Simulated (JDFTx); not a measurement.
**PbTe: band-structure run**

The run: band-structure run of PbTe (Fm-3m, 2 atoms in the cell). Method and program: Kohn-Sham DFT of a periodic cell, PBEsol, PseudoDojo-SR-PBEsol-0.4.1-standard, no spin polarisation (JDFTx 1.7.0 (patched build)).

The structure derives from an entry of the Crystallography Open Database.

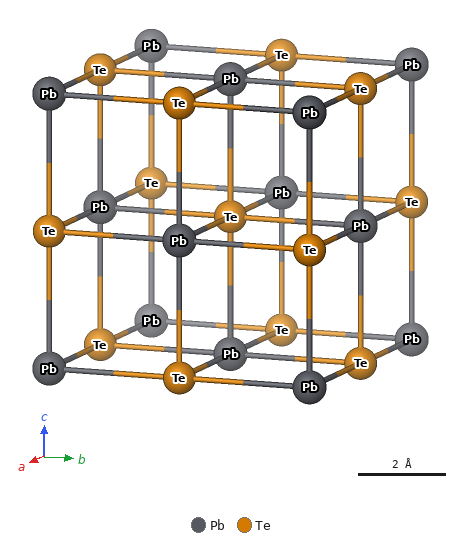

*The input geometry (ball-and-stick view of the cell 4 times as large as that of the calculation, set on its symmetry axes, seen slightly off an axis).*

Near neighbours in the crystal (not all of them lie inside the picture): Pb has 6 Te at 3.23 Å; Te has 6 Pb at 3.23 Å.

The input
```
lattice Face-Centered Cubic 12.2114102173
coords-type Lattice
ion Pb     0.0000000000     0.0000000000     0.0000000000 1
ion Te     0.5000000000     0.5000000000     0.5000000000 1

ion-species pseudo/Pb.upf
ion-species pseudo/Te.upf
elec-cutoff 40 320
elec-ex-corr gga-PBEsol
elec-smearing Fermi 0.0018374661
elec-n-bands 22
electronic-minimize nIterations 30 energyDiffThreshold 1e-06
davidson-band-ratio 1.3
forces-output-coords Cartesian
include path.kpoints
symmetries none
fix-electron-density run.$VAR

dump-name bands.$VAR
dump End Ecomponents EigStats BandEigs Kpoints Forces
```

File path.kpoints
```
kpoint +0.0000000000 +0.0000000000 +0.0000000000 0.020000000000
kpoint +0.0714285714 +0.0000000000 +0.0714285714 0.020000000000
kpoint +0.1428571429 +0.0000000000 +0.1428571429 0.020000000000
kpoint +0.2142857143 +0.0000000000 +0.2142857143 0.020000000000
kpoint +0.2857142857 +0.0000000000 +0.2857142857 0.020000000000
kpoint +0.3571428571 +0.0000000000 +0.3571428571 0.020000000000
kpoint +0.4285714286 +0.0000000000 +0.4285714286 0.020000000000
kpoint +0.5000000000 +0.0000000000 +0.5000000000 0.020000000000
kpoint +0.5000000000 +0.0833333333 +0.5833333333 0.020000000000
kpoint +0.5000000000 +0.1666666667 +0.6666666667 0.020000000000
kpoint +0.5000000000 +0.2500000000 +0.7500000000 0.020000000000
kpoint +0.4375000000 +0.3125000000 +0.7500000000 0.020000000000
kpoint +0.3750000000 +0.3750000000 +0.7500000000 0.020000000000
kpoint +0.3281250000 +0.3281250000 +0.6562500000 0.020000000000
kpoint +0.2812500000 +0.2812500000 +0.5625000000 0.020000000000
kpoint +0.2343750000 +0.2343750000 +0.4687500000 0.020000000000
kpoint +0.1875000000 +0.1875000000 +0.3750000000 0.020000000000
kpoint +0.1406250000 +0.1406250000 +0.2812500000 0.020000000000
kpoint +0.0937500000 +0.0937500000 +0.1875000000 0.020000000000
kpoint +0.0468750000 +0.0468750000 +0.0937500000 0.020000000000
kpoint +0.0000000000 +0.0000000000 +0.0000000000 0.020000000000
kpoint +0.0833333333 +0.0833333333 +0.0833333333 0.020000000000
kpoint +0.1666666667 +0.1666666667 +0.1666666667 0.020000000000
kpoint +0.2500000000 +0.2500000000 +0.2500000000 0.020000000000
kpoint +0.3333333333 +0.3333333333 +0.3333333333 0.020000000000
kpoint +0.4166666667 +0.4166666667 +0.4166666667 0.020000000000
kpoint +0.5000000000 +0.5000000000 +0.5000000000 0.020000000000
kpoint +0.5250000000 +0.4500000000 +0.5250000000 0.020000000000
kpoint +0.5500000000 +0.4000000000 +0.5500000000 0.020000000000
kpoint +0.5750000000 +0.3500000000 +0.5750000000 0.020000000000
kpoint +0.6000000000 +0.3000000000 +0.6000000000 0.020000000000
kpoint +0.6250000000 +0.2500000000 +0.6250000000 0.020000000000
kpoint +0.5625000000 +0.2500000000 +0.6875000000 0.020000000000
kpoint +0.5000000000 +0.2500000000 +0.7500000000 0.020000000000
kpoint +0.5000000000 +0.2916666667 +0.7083333333 0.020000000000
kpoint +0.5000000000 +0.3333333333 +0.6666666667 0.020000000000
kpoint +0.5000000000 +0.3750000000 +0.6250000000 0.020000000000
kpoint +0.5000000000 +0.4166666667 +0.5833333333 0.020000000000
kpoint +0.5000000000 +0.4583333333 +0.5416666667 0.020000000000
kpoint +0.5000000000 +0.5000000000 +0.5000000000 0.020000000000
kpoint +0.4791666667 +0.4791666667 +0.5416666667 0.020000000000
kpoint +0.4583333333 +0.4583333333 +0.5833333333 0.020000000000
kpoint +0.4375000000 +0.4375000000 +0.6250000000 0.020000000000
kpoint +0.4166666667 +0.4166666667 +0.6666666667 0.020000000000
kpoint +0.3958333333 +0.3958333333 +0.7083333333 0.020000000000
kpoint +0.3750000000 +0.3750000000 +0.7500000000 0.020000000000
kpoint +0.6250000000 +0.2500000000 +0.6250000000 0.020000000000
kpoint +0.5833333333 +0.1666666667 +0.5833333333 0.020000000000
kpoint +0.5416666667 +0.0833333333 +0.5416666667 0.020000000000
kpoint +0.5000000000 +0.0000000000 +0.5000000000 0.020000000000
```

Run as:
```bash
jdftx -c 1 -i bands.in -o bands.out
```

The program's output
```
*************** JDFTx 1.7.0 (patched build) ***************

Input parsed successfully to the following command list (including defaults):
[... the input with its defaults ...]

---------- Initializing the Grid ----------
R =
[            0      6.10571      6.10571  ]
[      6.10571            0      6.10571  ]
[      6.10571      6.10571            0  ]
unit cell volume = 455.237
G =
[  -0.514534   0.514534   0.514534  ]
[   0.514534  -0.514534   0.514534  ]
[   0.514534   0.514534  -0.514534  ]
Minimum fftbox size, Smin = [  72  72  72  ]
Chosen fftbox size, S = [  72  72  72  ]

---------- Initializing tighter grid for wavefunction operations ----------
R =
[            0      6.10571      6.10571  ]
[      6.10571            0      6.10571  ]
[      6.10571      6.10571            0  ]
unit cell volume = 455.237
G =
[  -0.514534   0.514534   0.514534  ]
[   0.514534  -0.514534   0.514534  ]
[   0.514534   0.514534  -0.514534  ]
Minimum fftbox size, Smin = [  52  52  52  ]
Chosen fftbox size, S = [  54  54  54  ]

---------- Exchange Correlation functional ----------
Initalized PBEsol GGA exchange.
Initalized PBEsol GGA correlation.

---------- Setting up pseudopotentials ----------
Width of ionic core gaussian charges (only for fluid interactions / plotting) set to 0

Reading pseudopotential file 'pseudo/Pb.upf':
  'Pb' pseudopotential, 'PBESOL' functional
  Generated using ONCVPSP code by D. R. Hamann
  14 valence electrons, 3 orbitals, 6 projectors, 1001 radial grid points, with lMax = 2
    5D    l: 2   occupation: 10.0   eigenvalue: -0.777665
    6S    l: 0   occupation:  2.0   eigenvalue: -0.444510
    6P    l: 1   occupation:  2.0   eigenvalue: -0.129233
  Core radius for overlap checks: 2.30 bohrs.

Reading pseudopotential file 'pseudo/Te.upf':
  'Te' pseudopotential, 'PBESOL' functional
  Generated using ONCVPSP code by D. R. Hamann
  16 valence electrons, 3 orbitals, 6 projectors, 1001 radial grid points, with lMax = 2
    4D    l: 2   occupation: 10.0   eigenvalue: -1.528329
    5S    l: 0   occupation:  2.0   eigenvalue: -0.556831
    5P    l: 1   occupation:  4.0   eigenvalue: -0.219319
  Core radius for overlap checks: 2.04 bohrs.

Initialized 2 species with 2 total atoms.

Folded 50 k-points by 1x1x1 to 50 k-points.

---------- Setting up k-points, bands, fillings ----------
No reducable k-points.
Computing the number of bands and number of electrons
Calculating initial fillings.
nElectrons:  30.000000   nBands: 22   nStates: 50

----- Setting up reduced wavefunction bases (one per k-point) -----
average nbasis = 5505.480 , ideal nbasis = 5500.744

---------- Setting up ewald sum ----------
Optimum gaussian width for ewald sums = 2.773106 bohr.
Real space sum over 1331 unit cells with max indices [  5  5  5  ]
Reciprocal space sum over 2197 terms with max indices [  6  6  6  ]

---------- Allocating electronic variables ----------
Reading n from file 'run.n' ... done
Initializing wave functions:  linear combination of atomic orbitals
Note: number of bands (22) exceeds available atomic orbitals (18)

----------- Band structure minimization -------------
Minimization will be done independently for each quantum number.

---- Minimization of quantum number:     0  [ +0.0000000 +0.0000000 +0.0000000 ]  0.040000000 ----
BandDavidson: Iter:   0  Eband: -0.049101927289896
BandDavidson: Iter:   1  Eband: -0.073269684390403  dEband: -2.416776e-02
BandDavidson: Iter:   2  Eband: -0.077538117430494  dEband: -4.268433e-03
BandDavidson: Iter:   3  Eband: -0.078344735238683  dEband: -8.066178e-04
[... 684 lines of inner loops ...]
BandDavidson: Iter:   8  Eband: -0.063672506713628  dEband: -2.311687e-06
BandDavidson: Iter:   9  Eband: -0.063673415229934  dEband: -9.085163e-07
BandDavidson: Converged (dEband<1.000000e-06)
	FillingsUpdate:  mu: +0.338170909  nElectrons: 30.000000
WARNING: these k-points are no uniform mesh, so that mu and the fillings of partly filled bands are only those of these points: take mu from the calculation that made the density or potential.

Dumping 'bands.eigStats' ...
	eMin: -1.002269 at state 49 ( [ +0.500000 +0.000000 +0.500000 ] spin 0 )
	HOMO: +0.325782 at state 26 ( [ +0.500000 +0.500000 +0.500000 ] spin 0 )
	mu  : +0.338171
	LUMO: +0.350448 at state 26 ( [ +0.500000 +0.500000 +0.500000 ] spin 0 )
	eMax: +0.756960 at state 9 ( [ +0.500000 +0.166667 -0.333333 ] spin 0 )
	HOMO-LUMO gap: +0.024666
	Optical gap  : +0.024666 at state 26 ( [ +0.500000 +0.500000 +0.500000 ] spin 0 )
Done!
```

Summary

| quantity | value |
| --- | --- |
| outcome | converged |
| space group (tolerance 0.01 Å) | Fm-3m (225) |
| electrons treated | 30 |
| gap on the band path | 0.67 eV |
| hardware | 1 thread of Arm Neoverse V2, 24 GiB of memory available, shared host |
| wall time | 59 s |
| peak memory | 0.18 GiB |

Notes

Spin–orbit coupling is left out, which matters for Pb.
